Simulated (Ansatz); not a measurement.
FeO

```xyz
8
Lattice="3.0016 -1.7330 2.4520 0.0000 3.4660 2.4520 -3.0016 -1.7330 2.4520" Properties=species:S:1:pos:R:3 pbc="T T T"
Fe    0.0000    0.0000    0.0000
Fe    0.0000   -1.7330    2.4520
Fe   -1.5008    0.8665    2.4520
Fe    1.5008    0.8665    2.4520
O    -1.5008   -0.8665    1.2260
O     1.5008   -0.8665    1.2260
O     0.0000    1.7330    1.2260
O     0.0000    0.0000    3.6780
```

Space group Fm-3m; spin-polarised.

These are results of DFT PBEsol, scalar-relativistic, plane waves, PAW (Ansatz 0.2.0), not measurements.

What can the converged valence pseudo-density, electron localisation function and spin density tell about the bonding?

Fe–O (2.12 Å): ρ is about 0.44 e/Å³ halfway; the ELF peaks at about 0.80 in the valence shell of O, 0.6 Å from its nucleus, and is about 0.15 at the midpoint (no shared electron pair shows on this line).
The spin density sits on Fe: +3.4 μB (×4) in one cell of 8 atoms, with smaller moments on other sites: O (up to +0.34 μB): parallel main moments, as they must be, since the calculation's own cell holds one magnetic site. The cell of the calculation (2 atoms) carries 4.0 μB of net spin moment.

Does the calculation give a band gap?

It is metallic or semimetallic at this level of theory: no gap opens; semilocal functionals without U, or without the true magnetic order, often close the gap of such compounds.

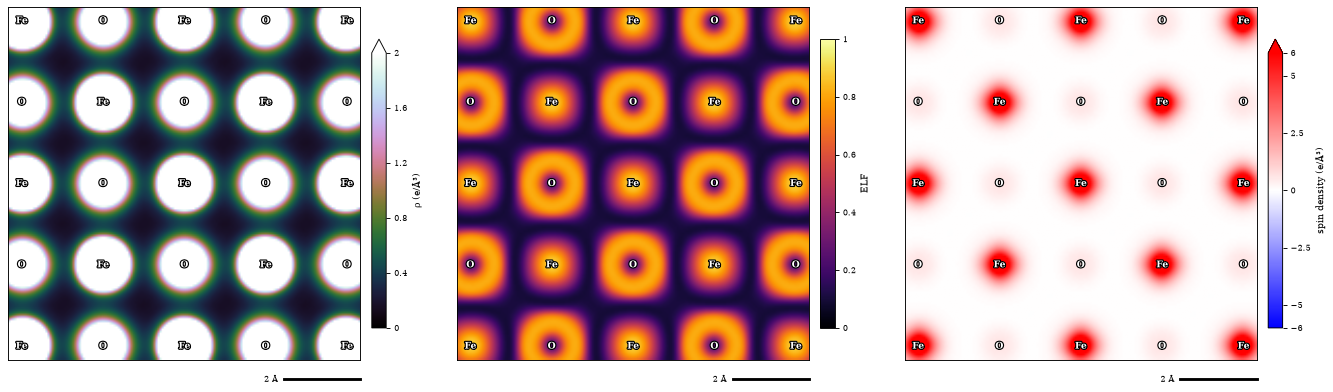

Computed valence pseudo-density, electron localisation function and spin density on the (100) plane of the conventional cell, in this order. 

The density is the valence pseudo-density of a PAW calculation; it isn't the true density close to the nuclei.
